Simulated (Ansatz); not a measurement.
System: TaSi2.

```
CELL_PARAMETERS angstrom
4.80620 0.00000 0.00000
-2.40310 4.16229 0.00000
0.00000 0.00000 6.59524
ATOMIC_POSITIONS crystal
Ta 0.50000 0.00000 0.50000
Ta 0.50000 0.50000 0.83333
Ta 0.00000 0.50000 0.16667
Si 0.15888 0.31777 0.50000
Si 0.84112 0.15888 0.83333
Si 0.68223 0.84112 0.16667
Si 0.84112 0.68223 0.50000
Si 0.15888 0.84112 0.83333
Si 0.31777 0.15888 0.16667
```

Space group P6₂22; computed without spin polarisation.

Method: DFT PBE, scalar-relativistic, plane waves, PAW (Ansatz).

> Predict the valence pseudo-density and electron localisation function between the atoms.

Si–Si (2.57 Å): ρ is about 0.37 e/Å³ halfway; the ELF peaks at about 0.75 between the atoms.
Ta–Si (2.62 Å): ρ is about 0.39 e/Å³ halfway; the ELF peaks at about 0.75 in the valence shell of Si, 0.9 Å from its nucleus, and is about 0.40 at the midpoint.
Ta–Si (2.74 Å): ρ is about 0.33 e/Å³ halfway; the ELF peaks at about 0.75 in the valence shell of Si, 0.9 Å from its nucleus, and is about 0.40 at the midpoint.

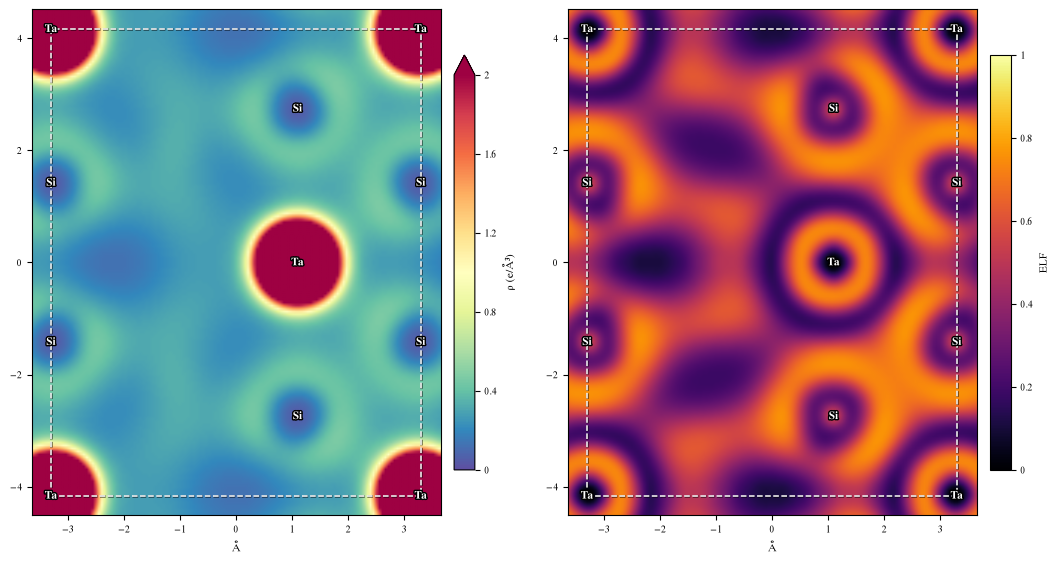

Computed valence pseudo-density and electron localisation function on the (110) plane of the conventional cell, in this order. 

In a PAW calculation such maps are meaningful between the atoms, not at the nuclei.
